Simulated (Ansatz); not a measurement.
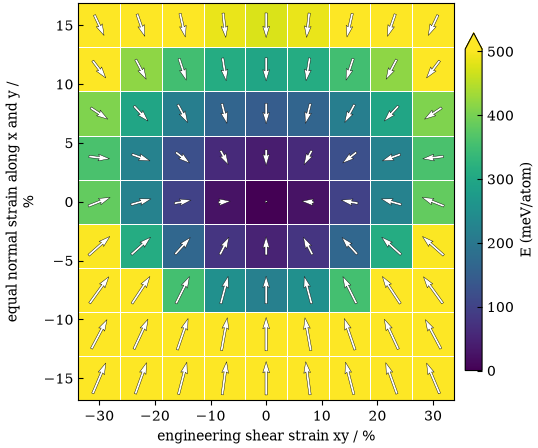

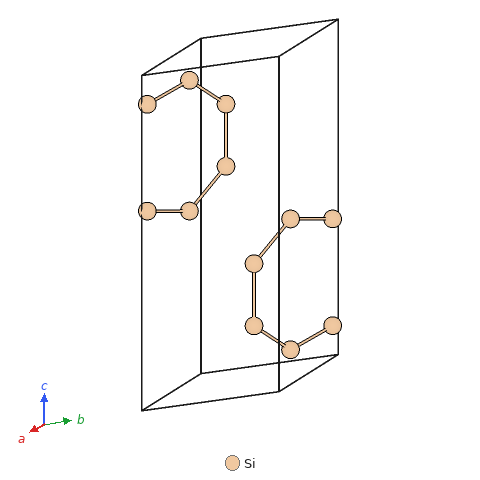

Energy landscape of Si (Cmcm, No. 63; 12 atoms in the cell). The energy is mapped over two homogeneous strains (x along [1 0 0], y along [0 1 0], z along [0 0 1] of the conventional cell). First axis: engineering shear strain xy. Second axis: equal normal strain along x and y. Nothing is relaxed (fractional coordinates fixed). The scan uses a 9 × 9 grid; 45 points were computed and 36 follow by symmetry. Points are written as (first, second). Energies are in meV/atom, from the lowest grid point. The band gap closes in part of the range. Theory: DFT LDA, scalar-relativistic, plane waves, PAW in Ansatz. Settings: cutoff 420 eV, k-mesh 10×10×4 in the order of the run's cell vectors, gaussian smearing 0.03 eV, no spin polarisation.

Drawn: one coloured cell a grid point, arrows along the force (downhill), their lengths compressed, one colour for all values above the top of the scale. The second picture is the structure at the lowest point

Summarise what can be read from the map.

The lowest grid point is at (0.0 %, 0.00 %). It is the only kind of minimum in the scanned range. The highest grid point, (−30.0 %, −15.00 %), lies 1725 meV/atom above the lowest. Round the minimum the two coordinates are nearly uncoupled.

The input of one point:

```yaml
crystal:
  lattice:
    - [1.8996669547, -5.3205939305, 0.0]
    - [1.8996669547, 5.3205939305, 0.0]
    - [0.0, 0.0, 12.5702440454]
  atoms:
    - { symbol: Si, position: [0.7570666288, 0.2429333712, 0.9449750226] }
    - { symbol: Si, position: [0.2429333712, 0.7570666288, 0.0550249774] }
    - { symbol: Si, position: [0.7570666288, 0.2429333712, 0.5550249774] }
    - { symbol: Si, position: [0.2429333712, 0.7570666288, 0.4449750226] }
    - { symbol: Si, position: [0.4287015211, 0.5712984789, 0.1572276936] }
    - { symbol: Si, position: [0.5712984789, 0.4287015211, 0.8427723064] }
    - { symbol: Si, position: [0.4287015211, 0.5712984789, 0.3427723064] }
    - { symbol: Si, position: [0.5712984789, 0.4287015211, 0.6572276936] }
    - { symbol: Si, position: [0.9711041075, 0.0288958925, 0.9092746508] }
    - { symbol: Si, position: [0.0288958925, 0.9711041075, 0.0907253492] }
    - { symbol: Si, position: [0.9711041075, 0.0288958925, 0.5907253492] }
    - { symbol: Si, position: [0.0288958925, 0.9711041075, 0.4092746508] }
basis:
  ecutwfc: 420
kpoints:
  mp_grid: { grid: [10, 10, 4] }
hamiltonian:
  xc: lda
  pseudopotentials: { kind: paw, azcp: { folder: soft_1 } }
scf:
  occupations: { method: gaussian, width: 0.03 }
output:
  forces: true
  stress: true
  eigenvalues: true
```

Each point was launched as `ansatz run input.yaml --threads 4 --pin off --max-ram 8192MiB --backend cpu --events-out ev --progress --plain --runs-dir out`. Time for the 45 points that were run: 14 min on 4 threads of Arm Neoverse V2, on a shared host.
